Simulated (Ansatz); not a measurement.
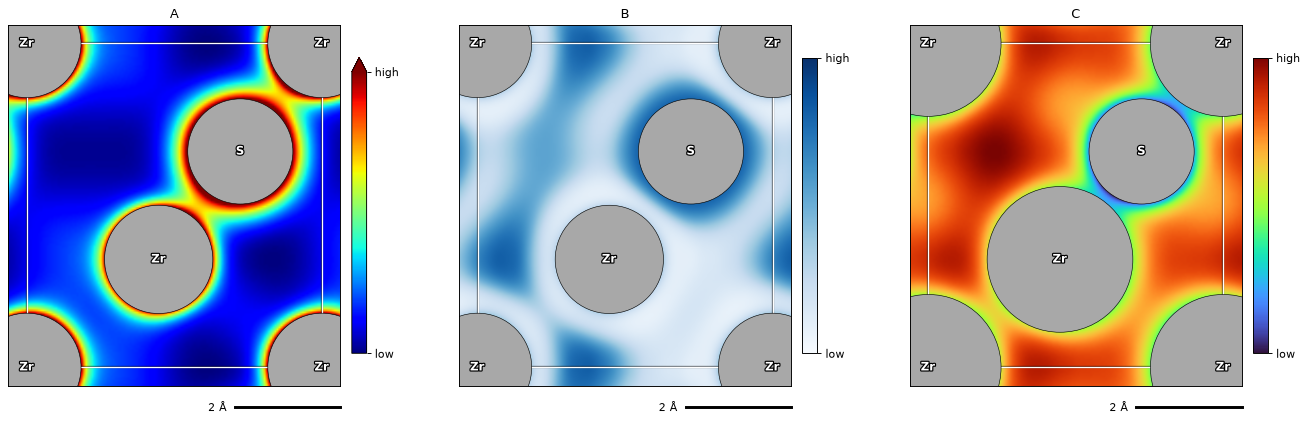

Zr₂S: 3 fields on the (110) plane of the conventional cell, with unlabelled colour scales. Grey discs cover the atomic cores.

Space group P-3m1; a structure generated by program, which may or may not match a known phase; computed pressure about −4 GPa in this cell.

Method: Ansatz, DFT PBEsol, scalar-relativistic, plane waves, PAW.

```xyz
3
Lattice="3.5481 0.0000 0.0000 -1.7741 3.0728 0.0000 0.0000 0.0000 5.5991" Properties=species:S:1:pos:R:3 pbc="T T T"
Zr    0.0000    2.0485    1.5490
Zr    1.7741    1.0243    4.0500
S     0.0000    0.0000    0.0000
```

### The panels show electron localisation function, electrostatic potential energy of an electron and valence pseudo-density in some order. Assign them.

Panel A: valence pseudo-density. Panel B: electron localisation function. Panel C: electrostatic potential energy of an electron (low next to the atoms, rising into the space between them). From the grid: Zr–S (2.57 Å): ρ is about 0.39 e/Å³ halfway; the ELF peaks at about 0.85 in the valence shell of S, 0.8 Å from its nucleus, and is about 0.25 at the midpoint: no shared electron pair shows on this line.
